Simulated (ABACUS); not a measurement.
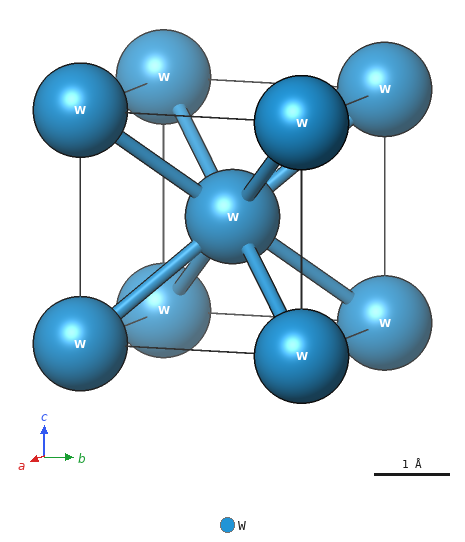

**Figure 1.** The input geometry (ball-and-stick view of the cell 2 times as large as that of the calculation, set on its symmetry axes, seen slightly off an axis).

Band-structure run of W

W (1 atom in the cell), computed with Kohn-Sham DFT of a periodic cell, LDA-PW92, PseudoDojo NC SR 0.4.1 LDA stringent, no spin polarisation (ABACUS 3.10.1).

The structure derives from an entry of the Crystallography Open Database. It belongs to a series of runs on one base structure; here: bands on the converged density.

Input
```
INPUT_PARAMETERS
suffix              W
calculation         nscf
basis_type          pw
pseudo_dir          ./
symmetry            -1
dft_functional      LDA_X+LDA_C_PW
ecutwfc             124.0
pseudo_rcut         10
nspin               1
nbands              24
ks_solver           dav
smearing_method     fd
smearing_sigma      0.00367493
scf_thr             1e-08
scf_nmax            100
mixing_type         broyden
mixing_beta         0.7
init_chg            file
pw_diag_thr         1e-07
out_band            1
kpar                4
```

File STRU
```
ATOMIC_SPECIES
W 183.8400 W.upf

LATTICE_CONSTANT
1.8897261246

LATTICE_VECTORS
-1.5823450000 1.5823450000 1.5823450000
1.5823450000 -1.5823450000 1.5823450000
1.5823450000 1.5823450000 -1.5823450000

ATOMIC_POSITIONS
Direct

W
0.0
1
0.0000000000 0.0000000000 0.0000000000 1 1 1
```

File KPT
```
K_POINTS
8
Line
0.00000000 0.00000000 0.00000000 10 // G
0.50000000 -0.50000000 0.50000000 10 // H
0.00000000 0.00000000 0.50000000 10 // N
0.00000000 0.00000000 0.00000000 10 // G
0.25000000 0.25000000 0.25000000 10 // P
0.50000000 -0.50000000 0.50000000 1 // H
0.25000000 0.25000000 0.25000000 10 // P
0.00000000 0.00000000 0.50000000 1 // N
```

Hardware: 4 threads of Intel Xeon @ 2.50GHz (Skylake/Cascade Lake), 16 GiB of memory available, shared host.

Command:
```bash
OMP_NUM_THREADS=1 mpirun -np 4 abacus > log
```

Log
```
ABACUS v3.10.1

               Atomic-orbital Based Ab-initio Computation at UStc

 ------------------------------------------------------------------------------------

 READING GENERAL INFORMATION
                           global_out_dir = OUT.W/
                           global_in_card = INPUT
                               pseudo_dir = ./
                              orbital_dir =
                                    DSIZE = 4
                                    GSIZE = 1

 READING UNITCELL INFORMATION
                                    ntype = 1
                  lattice constant (Bohr) = 1.88973
              lattice constant (Angstrom) = 1

 READING ATOM TYPE 1
                               atom label = W
                      L=0, number of zeta = 1
                      L=1, number of zeta = 1
                      L=2, number of zeta = 1
             number of atom for this type = 1

                        TOTAL ATOM NUMBER = 1
DIRECT COORDINATES
    atom                   x                   y                   z     mag                  vx                  vy                  vz
taud_W1            0.0000000000        0.0000000000        0.0000000000  0.0000        0.0000000000        0.0000000000        0.0000000000

                          Volume (Bohr^3) = 106.945
                             Volume (A^3) = 15.8476

 Lattice vectors: (Cartesian coordinate: in unit of a_0)
             -1.58234            +1.58234            +1.58234
             +1.58234            -1.58234            +1.58234
             +1.58234            +1.58234            -1.58234
 Reciprocal vectors: (Cartesian coordinate: in unit of 2 pi/a_0)
                   +0           +0.315987           +0.315987
            +0.315987                  +0           +0.315987
            +0.315987           +0.315987                  +0
 The esolver type has been set to : ksdft_pw

                PAO radial cut off (Bohr) = 10

 Read in pseudopotential file is W.upf
                     pseudopotential type = NC
          exchange-correlation functional = SLAPWNOGXNOGC
                 nonlocal core correction = 1
                        valence electrons = 28
                                     lmax = 3
                           number of zeta = 5
                     number of projectors = 8
                           L of projector = 0
                           L of projector = 0
                           L of projector = 1
                           L of projector = 1
                           L of projector = 2
                           L of projector = 2
                           L of projector = 3
                           L of projector = 3
 XC functional updated to : LDA_X+LDA_C_PW
          exchange-correlation functional = LDA_X+LDA_C_PW
     initial pseudo atomic orbital number = 17

 SETUP THE ELECTRONS NUMBER
             electron number of element W = 28
       total electron number of element W = 28
            AUTOSET number of electrons:  = 28
                           occupied bands = 14
                                   NBANDS = 24
                                   NLOCAL = 9

%%%%%%%%%%%%%%%%%%%%%%%%%%%%%%%%%%%%%%%%%%%%%%%%%%%%%%%%%%%%%%%%%%%%%%%%%%%%%%%%%%%%%%%%%%%%%%%%%%%%%%%%%%
 Warning: the number of valence electrons in pseudopotential > 6 for W: [Xe] 4f14 5d4 6s2
 Pseudopotentials with additional electrons can yield (more) accurate outcomes, but may be less efficient.
 If you're confident that your chosen pseudopotential is appropriate, you can safely ignore this warning.
%%%%%%%%%%%%%%%%%%%%%%%%%%%%%%%%%%%%%%%%%%%%%%%%%%%%%%%%%%%%%%%%%%%%%%%%%%%%%%%%%%%%%%%%%%%%%%%%%%%%%%%%%%

 SETUP THE PLANE WAVE BASIS
 energy cutoff for charge/potential (unit:Ry) = 496
            fft grid for charge/potential = [ 40, 40, 40 ]
                        fft grid division = [ 1, 1, 1 ]
        big fft grid for charge/potential = [ 40, 40, 40 ]
                                     nbxx = 64000
                                     nrxx = 64000

 SETUP PLANE WAVES FOR CHARGE/POTENTIAL
                    number of plane waves = 19861
                         number of sticks = 1001

 PARALLEL PW FOR CHARGE/POTENTIAL
     PROC   COLUMNS(POT)             PW
        1           1001          19861
 --------------- sum -------------------
        1           1001          19861
                            number of |g| = 207
                                  max |g| = 44.532
                                  min |g| = 0

----------- Double Check Mixing Parameters Begin ------------
mixing_type: broyden
mixing_beta: 0.7
mixing_gg0: 1
mixing_gg0_min: 0.1
mixing_ndim: 8
----------- Double Check Mixing Parameters End ------------

 SETUP K-POINTS
                                    nspin = 1
                                   nkstot = 62
K-POINTS DIRECT COORDINATES
 KPOINTS    DIRECT_X    DIRECT_Y    DIRECT_Z  WEIGHT
       1  0.00000000  0.00000000  0.00000000  1.0000
       2  0.05000000 -0.05000000  0.05000000  1.0000
       3  0.10000000 -0.10000000  0.10000000  1.0000
       4  0.15000000 -0.15000000  0.15000000  1.0000
       5  0.20000000 -0.20000000  0.20000000  1.0000
       6  0.25000000 -0.25000000  0.25000000  1.0000
       7  0.30000000 -0.30000000  0.30000000  1.0000
       8  0.35000000 -0.35000000  0.35000000  1.0000
       9  0.40000000 -0.40000000  0.40000000  1.0000
      10  0.45000000 -0.45000000  0.45000000  1.0000
      11  0.50000000 -0.50000000  0.50000000  1.0000
      12  0.45000000 -0.45000000  0.50000000  1.0000
      13  0.40000000 -0.40000000  0.50000000  1.0000
      14  0.35000000 -0.35000000  0.50000000  1.0000
      15  0.30000000 -0.30000000  0.50000000  1.0000
      16  0.25000000 -0.25000000  0.50000000  1.0000
      17  0.20000000 -0.20000000  0.50000000  1.0000
      18  0.15000000 -0.15000000  0.50000000  1.0000
      19  0.10000000 -0.10000000  0.50000000  1.0000
      20  0.05000000 -0.05000000  0.50000000  1.0000
      21  0.00000000  0.00000000  0.50000000  1.0000
      22  0.00000000  0.00000000  0.45000000  1.0000
      23  0.00000000  0.00000000  0.40000000  1.0000
      24  0.00000000  0.00000000  0.35000000  1.0000
      25  0.00000000  0.00000000  0.30000000  1.0000
      26  0.00000000  0.00000000  0.25000000  1.0000
      27  0.00000000  0.00000000  0.20000000  1.0000
      28  0.00000000  0.00000000  0.15000000  1.0000
      29  0.00000000  0.00000000  0.10000000  1.0000
      30  0.00000000  0.00000000  0.05000000  1.0000
[... 32 further k points ...]

           k-point number in this process = 16
       minimum distributed K point number = 15

[... K-POINTS CARTESIAN COORDINATES: 16 rows ...]

[... K-POINTS DIRECT COORDINATES: 16 rows ...]

 SETUP PLANE WAVES FOR WAVE FUNCTIONS
     energy cutoff for wavefunc (unit:Ry) = 124
              fft grid for wave functions = [ 40, 40, 40 ]
                    number of plane waves = 3319
                         number of sticks = 303

 PARALLEL PW FOR WAVE FUNCTIONS
     PROC   COLUMNS(POT)             PW
        1            303           3319
 --------------- sum -------------------
        1            303           3319

 SETUP NONLOCAL PSEUDOPOTENTIALS IN PLANE WAVE BASIS
 W non-local projectors:
 projector 1 L=0
 projector 2 L=0
 projector 3 L=1
 projector 4 L=1
 projector 5 L=2
 projector 6 L=2
 projector 7 L=3
 projector 8 L=3
      TOTAL NUMBER OF NONLOCAL PROJECTORS = 32

 Init Non-Local PseudoPotential table :
 Init Non-Local-Pseudopotential done.

                                     npwx = 2515

 Make real space PAO into reciprocal space.
       max mesh points in Pseudopotential = 1001
     dq(describe PAO in reciprocal space) = 0.01
                                    max q = 1341

 number of pseudo atomic orbitals for W is 5
WARNING: norm of atomic wavefunction # 4 of atomic type W is 0.999985, renormalized
WARNING: norm of atomic wavefunction # 5 of atomic type W is 0.999926, renormalized

 -------------------------------------------
 NONSELF-CONSISTENT
 -------------------------------------------
                                 init_chg = file
 try to read charge from file
 Read in the charge density: OUT.W//W-CHARGE-DENSITY.restart

 PW ALGORITHM --------------- ION=   1  ELEC=   1--------------------------------
 k(1/62) Iter steps (avg)=10 threshold=1e-07
 k(2/62) Iter steps (avg)=12 threshold=1e-07
 k(3/62) Iter steps (avg)=11 threshold=1e-07
 k(4/62) Iter steps (avg)=11 threshold=1e-07
 k(5/62) Iter steps (avg)=15 threshold=1e-07
 k(6/62) Iter steps (avg)=13 threshold=1e-07
 k(7/62) Iter steps (avg)=13 threshold=1e-07
 k(8/62) Iter steps (avg)=10 threshold=1e-07
 k(9/62) Iter steps (avg)=11 threshold=1e-07
 k(10/62) Iter steps (avg)=14 threshold=1e-07
 k(11/62) Iter steps (avg)=13 threshold=1e-07
 k(12/62) Iter steps (avg)=16 threshold=1e-07
 k(13/62) Iter steps (avg)=13 threshold=1e-07
 k(14/62) Iter steps (avg)=12 threshold=1e-07
 k(15/62) Iter steps (avg)=11 threshold=1e-07
 k(16/62) Iter steps (avg)=11 threshold=1e-07
[... levels at 16 k points of this process ...]

 Density error is 0.00000000000
                          Error Threshold = 1.00000000000e-07
----------------------------------------------------------
     Energy           Rydberg                 eV
----------------------------------------------------------
 E_KohnSham     -683.4512732831      -9298.8316220050
 E_KS(sigma->0) -683.4510916905      -9298.8291513114
 E_Harris       -683.4512732831      -9298.8316220050
 E_band         -0.2570972483        -3.4979875174
 E_one_elec     -292.8830403494      -3984.8781963164
 E_Hartree      182.6867559903       2485.5808306044
 E_xc           -96.1694341962       -1308.4522785041
 E_Ewald        -477.0851915427      -6491.0770364017
 E_entropy(-TS) -0.0003631851        -0.0049413872
 E_descf        0.0000000000         0.0000000000
 E_exx          0.0000000000         0.0000000000
 E_Fermi        2.0982123263         28.5476432511
----------------------------------------------------------

 charge density convergence is achieved
 final etot is -9298.8316220 eV
 EFERMI = 28.547643251 eV

 STATE ENERGY(eV) AND OCCUPATIONS    NSPIN == 1
 1/16 kpoint (Cartesian) = 0.0000 0.0000 0.0000 (2491 pws)
       1       -45.9924      0.0322581
       2       -9.52890      0.0322581
       3       -9.52890      0.0322581
       4       -9.52890      0.0322581
       5     0.00450818      0.0322581
       6     0.00450818      0.0322581
       7     0.00450819      0.0322581
       8     0.00746648      0.0322581
       9     0.00746648      0.0322581
      10     0.00746649      0.0322581
      11       0.122086      0.0322581
      12        18.6314      0.0322581
      13        26.9558      0.0322581
      14        26.9558      0.0322581
      15        26.9558      0.0322581
      16        30.3981    2.72561e-18
      17        30.3981    2.72560e-18
      18        42.8478        0.00000
      19        42.8478        0.00000
      20        42.8478        0.00000
      21        55.1424        0.00000
      22        55.1424        0.00000
      23        57.5454        0.00000
      24        57.5454        0.00000

 2/16 kpoint (Cartesian) = 0.0000 0.031599 0.0000 (2491 pws)
       1       -45.9859      0.0322581
       2       -9.57570      0.0322581
       3       -9.55019      0.0322581
       4       -9.55019      0.0322581
       5     0.00550570      0.0322581
       6     0.00592575      0.0322581
       7     0.00592576      0.0322581
       8     0.00592781      0.0322581
       9     0.00695237      0.0322581
      10     0.00695238      0.0322581
      11       0.119795      0.0322581
      12        18.8747      0.0322581
      13        26.9340      0.0322581
      14        26.9340      0.0322581
      15        27.0678      0.0322581
      16        30.0329    4.05182e-15
      17        30.5254    2.13885e-19
      18        43.2475        0.00000
      19        43.2527        0.00000
      20        43.2527        0.00000
      21        52.2819        0.00000
      22        55.4732        0.00000
      23        57.3394        0.00000
      24        57.3394        0.00000

 3/16 kpoint (Cartesian) = 0.0000 0.063197 0.0000 (2499 pws)
       1       -45.9673      0.0322581
       2       -9.70338      0.0322581
       3       -9.61227      0.0322581
       4       -9.61227      0.0322581
       5     0.00167623      0.0322581
       6     0.00490778      0.0322581
       7     0.00490778      0.0322581
       8     0.00845199      0.0322581
       9      0.0104896      0.0322581
      10      0.0104896      0.0322581
      11       0.113201      0.0322581
      12        19.5731      0.0322581
      13        26.9072      0.0322581
      14        26.9072      0.0322581
      15        27.4003      0.0322581
      16        29.0935    5.84832e-07
      17        30.8728    2.05426e-22
      18        44.2675        0.00000
      19        44.4088        0.00000
      20        44.4088        0.00000
      21        48.5864        0.00000
      22        56.4817        0.00000
      23        56.5436        0.00000
      24        56.5436        0.00000

 4/16 kpoint (Cartesian) = 0.0000 0.094796 0.0000 (2495 pws)
       1       -45.9389      0.0322581
       2       -9.87929      0.0322581
       3       -9.70979      0.0322581
       4       -9.70979      0.0322581
       5    -0.00429870      0.0322581
       6     0.00205028      0.0322581
       7     0.00205028      0.0322581
       8      0.0132065      0.0322581
       9      0.0169754      0.0322581
      10      0.0169754      0.0322581
      11       0.103101      0.0322581
      12        20.6326      0.0322581
      13        26.9654      0.0322581
      14        26.9654      0.0322581
      15        27.8725      0.0322580
      16        27.9417      0.0322579
      17        31.3180    2.79159e-26
      18        45.4366        0.00000
      19        45.5677        0.00000
      20        46.1365        0.00000
      21        46.1365        0.00000
      22        54.9337        0.00000
      23        54.9337        0.00000
      24        58.1945        0.00000

 5/16 kpoint (Cartesian) = 0.0000 0.12639 0.0000 (2495 pws)
       1       -45.9042      0.0322581
       2       -10.0637      0.0322581
       3       -9.83398      0.0322581
       4       -9.83398      0.0322581
       5     -0.0106576      0.0322581
       6    -0.00157031      0.0322581
       7    -0.00157031      0.0322581
       8      0.0194886      0.0322581
       9      0.0246570      0.0322581
      10      0.0246570      0.0322581
      11      0.0906690      0.0322581
      12        21.8884      0.0322581
      13        26.5956      0.0322581
      14        27.2019      0.0322581
      15        27.2019      0.0322581
      16        28.6713     0.00250769
      17        31.6265    5.82983e-29
      18        43.3465        0.00000
      19        46.8955        0.00000
      20        47.9130        0.00000
      21        47.9130        0.00000
      22        53.0815        0.00000
      23        53.0815        0.00000
      24        60.5973        0.00000

 6/16 kpoint (Cartesian) = 0.0000 0.15799 0.0000 (2515 pws)
       1       -45.8672      0.0322581
       2       -10.2227      0.0322581
       3       -9.97323      0.0322581
       4       -9.97323      0.0322581
       5     -0.0160679      0.0322581
       6    -0.00559949      0.0322581
       7    -0.00559949      0.0322581
       8      0.0268428      0.0322581
       9      0.0325287      0.0322581
      10      0.0325287      0.0322581
      11      0.0772620      0.0322581
      12        23.0642      0.0322581
      13        25.3974      0.0322581
      14        27.6864      0.0322581
      15        27.6864      0.0322581
      16        29.5553    5.71049e-11
      17        31.6383    4.60482e-29
      18        42.7323        0.00000
      19        47.6933        0.00000
      20        47.6933        0.00000
      21        48.1316        0.00000
      22        53.3245        0.00000
      23        53.3245        0.00000
      24        58.9374        0.00000

[... levels at 10 further k points ...]

 --------------------------------------------
 !FINAL_ETOT_IS -9298.831622005015 eV
 --------------------------------------------

 Output bands in file: OUT.W/BANDS_1.dat
```

Standard output
```
ABACUS v3.10.1

               Atomic-orbital Based Ab-initio Computation at UStc

 dft_functional readin is: LDA_X+LDA_C_PW
 dft_functional in pseudopot file is: SLAPWNOGXNOGC
 Please make sure this is what you need

%%%%%%%%%%%%%%%%%%%%%%%%%%%%%%%%%%%%%%%%%%%%%%%%%%%%%%%%%%%%%%%%%%%%%%%%%%%%%%%%%%%%%%%%%%%%%%%%%%%%%%%%%
 Warning: the number of valence electrons in pseudopotential > 6 for W: [Xe] 4f14 5d4 6s2
 Pseudopotentials with additional electrons can yield (more) accurate outcomes, but may be less efficient.
 If you're confident that your chosen pseudopotential is appropriate, you can safely ignore this warning.
%%%%%%%%%%%%%%%%%%%%%%%%%%%%%%%%%%%%%%%%%%%%%%%%%%%%%%%%%%%%%%%%%%%%%%%%%%%%%%%%%%%%%%%%%%%%%%%%%%%%%%%%%

 UNIFORM GRID DIM        : 40 * 40 * 40
 UNIFORM GRID DIM(BIG)   : 40 * 40 * 40
func,idLDA_X 1
func,idLDA_C_PW 12
 ---------------------------------------------------------
 ---------------------------------------------------------
 SPIN    KPOINTS         PROCESSORS  THREADS
 1       62              4           4
 ---------------------------------------------------------
 Use plane wave basis
 ---------------------------------------------------------
 ELEMENT NATOM       XC
 W       1
 ---------------------------------------------------------
 Initial plane wave basis and FFT box
 ---------------------------------------------------------
 -------------------------------------------
 NONSELF-CONSISTENT :
 -------------------------------------------
 START CHARGE      : file
 ITER       ETOT/eV          EDIFF/eV         DRHO     TIME/s
 DA1     -9.29883162e+03   0.00000000e+00   0.0000e+00   7.23
```

Key numbers

| quantity | value |
| --- | --- |
| outcome | converged |
| space group (tolerance 0.01 Å) | Im-3m (229) |
| electrons treated | 28 |
| Fermi energy of the self-consistent step | 28.345 eV |
| wall time | 7.8 s (CPU time 31 s) |
| peak memory | 0.36 GiB |

Remarks

Spin–orbit coupling is left out, which matters for W.
